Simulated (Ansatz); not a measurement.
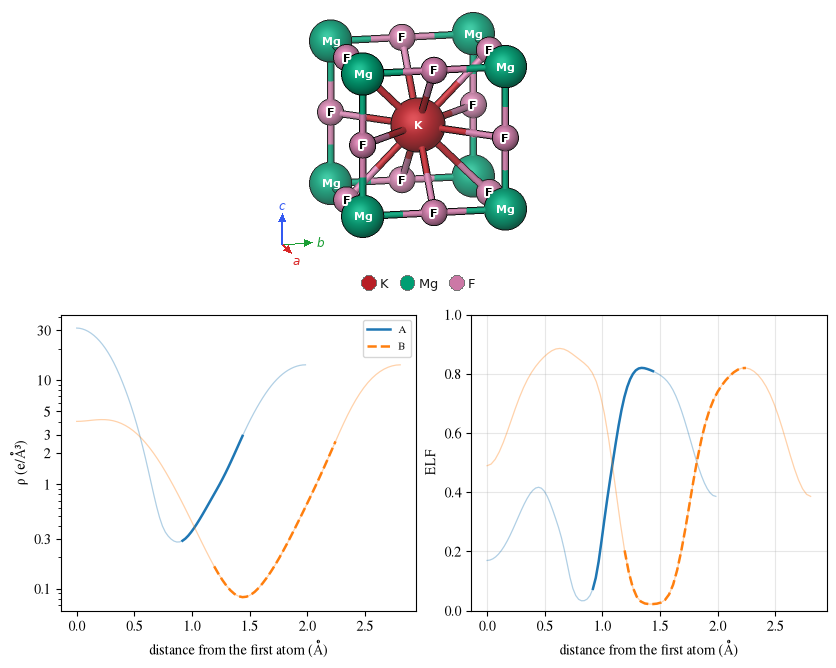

Figure. KMgF3. Valence electron density and electron localisation function along straight lines between neighbouring atoms. Thin, pale parts lie inside the atomic spheres. The structure is drawn too.

Space group Pm-3m.

The calculation used Kohn-Sham DFT of a periodic cell, r2SCAN with D3(BJ)-ATM, Ansatz PAW (Ansatz 0.2.0).

Core electrons are frozen (PAW), and the valence fields are smoothed inside the atomic spheres.

Input

```
crystal:
  lattice:
    - [3.9859, 0.0, 0.0]
    - [0.0, 3.9859, 0.0]
    - [0.0, 0.0, 3.9859]
  atoms:
    - { symbol: K, position: [0.5, 0.5, 0.5] }
    - { symbol: Mg, position: [0.0, 0.0, 0.0] }
    - { symbol: F, position: [0.0, 0.0, 0.5] }
    - { symbol: F, position: [0.0, 0.5, 0.0] }
    - { symbol: F, position: [0.5, 0.0, 0.0] }
hamiltonian:
  xc: r2scan
  pseudopotentials: { kind: paw }
  dispersion: d3bjatm
kpoints:
  mp_grid: { grid: [7, 7, 7] }
scf:
  occupations: { method: fermi_dirac, width: 0.05 }
output:
  forces: true
  stress: true
  eigenvalues: true
  write_density: true
  write_potential: true
  elf: true
  volumetric_format: npy
relax:
  f_tol: 0.01
  max_steps: 40
  cell: { stress_tol: 0.05 }
```

Launched as:

```sh
ansatz run input.yaml --threads 2 --pin off --max-ram 5632MiB --backend cpu --events-out ev --progress --plain --runs-dir out
```

Below, planes, directions and counts refer to the conventional cell (a = 3.97 Å, b = 3.97 Å, c = 3.97 Å, α = 90.00°, β = 90.00°, γ = 90.00°).

The fields are those of the run's last geometry, not of the input's.

### Which curve belongs to which contact (K–F and Mg–F)? The first atom named is at distance zero.

Curve A: Mg–F (1.98 Å): the density is about 0.35 e/Å³ at the midpoint; the ELF peaks at about 0.80 in the valence shell of F, 0.6 Å from its nucleus, and is about 0.25 at the midpoint; an ionic contact with no shared pair. Curve B: K–F (2.81 Å): the density is about 0.08 e/Å³ at the midpoint; the ELF is about 0 at the midpoint; an ionic contact with no shared pair.
